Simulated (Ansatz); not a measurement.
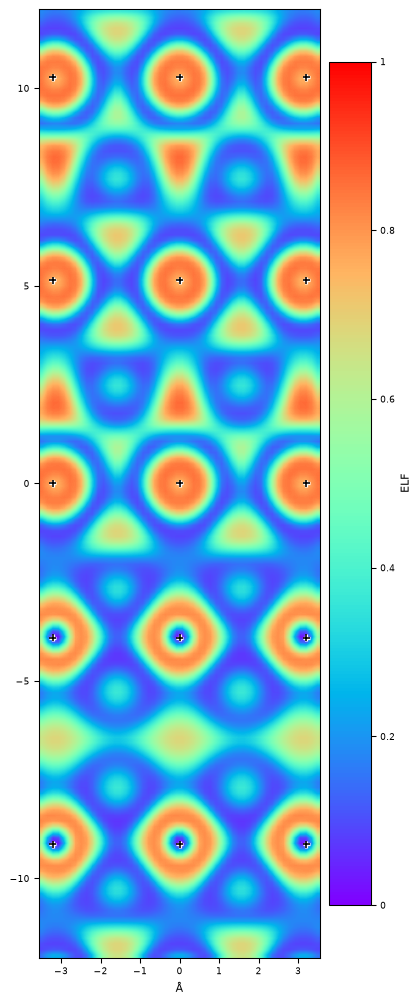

The ELF on a plane through atoms (crosses mark nuclei in the plane).

Level of theory: Ansatz 0.2.0, DFT r2SCAN, scalar-relativistic, plane waves, PAW.

Candidates:
A. AlCu3, a = 3.58 Å, b = 3.58 Å, c = 3.58 Å, α = 90.00°, β = 90.00°, γ = 90.00°. Space group Pm-3m; a structure from a database of computed crystals, not necessarily the ambient phase; computed pressure about 8 GPa in this cell; computed without spin polarisation.
B. Hf3N2, a = 3.21 Å, b = 3.21 Å, c = 23.31 Å, α = 90.00°, β = 90.00°, γ = 120.00°. Space group R-3m; a structure from a database of computed crystals, not necessarily the ambient phase.

**Which candidate gave the map?**

Candidate B: Hf3N2 on the (100) plane of the conventional cell, which holds Hf and N. Hf–Hf (3.21 Å): the ELF is about 0.20 at the midpoint (no localised pair shows between them).
